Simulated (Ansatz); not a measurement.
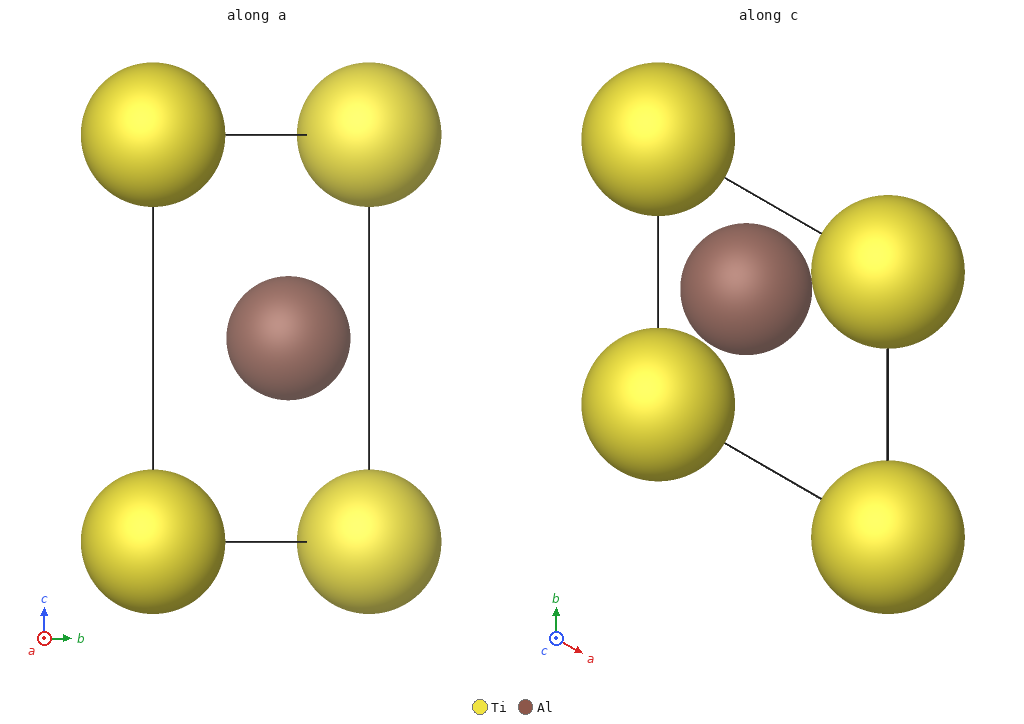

The image is a spheres-only drawing of a crystal, viewed along the a axis and along the c axis. The wireframe shows the unit cell.

TiAl, a = 2.87 Å, b = 2.87 Å, c = 4.68 Å, α = 90.00°, β = 90.00°, γ = 120.00°.

The calculation used DFT PBEsol, scalar-relativistic, plane waves, PAW (Ansatz), with 420 eV cutoff, an 18×18×10 sampling of the Brillouin zone, Gaussian smearing of 0.15 eV, no spin polarisation.

### Predict the gap.

A metal: bands cross the Fermi level.

### Would the cell expand or shrink if it could?

The computed pressure is -2.5 GPa (stretched: it would shrink). The stress isn't hydrostatic: its largest component is 3.9 GPa.

The structure was taken from a structure listed in the Materials Project. The cell was then strained or its atoms displaced on purpose. It was the input of a calculation with Ansatz.
